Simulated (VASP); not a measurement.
ZrS₂ (space group P-3m1, No. 164): a cell listed in the Materials Project, as set up for an electronic-structure calculation.

```xyz
3
Lattice="3.6914 0.0000 0.0000 -1.8457 3.1968 0.0000 0.0000 0.0000 6.0411" Properties=species:S:1:pos:R:3 pbc="T T T"
Zr    0.0000    0.0000    0.0000
S     0.0000    2.1312    1.4372
S     1.8457    1.0656    4.6038
```

Describe how the polyhedra about Zr are linked (bonds: S–Zr below 2.9 Å).

Zr: ZrS6 octahedron, sharing edges with six neighbours.

They form layers of edge-sharing octahedra parallel to (001).

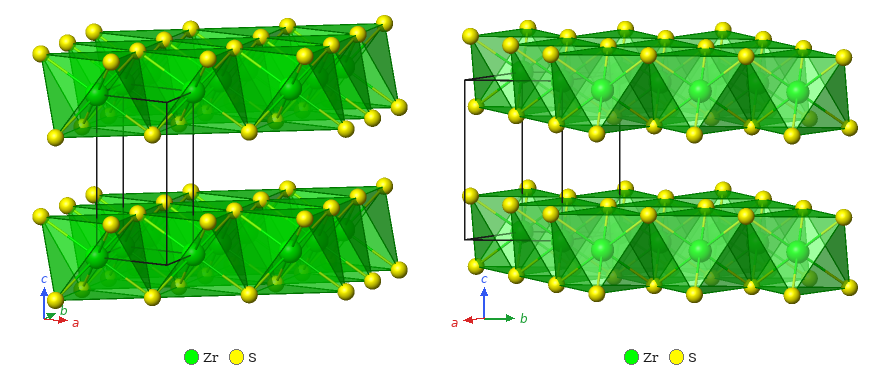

Polyhedra are drawn about Zr (bonds: S–Zr below 2.9 Å); other atoms are plain spheres. Two views of the same piece.
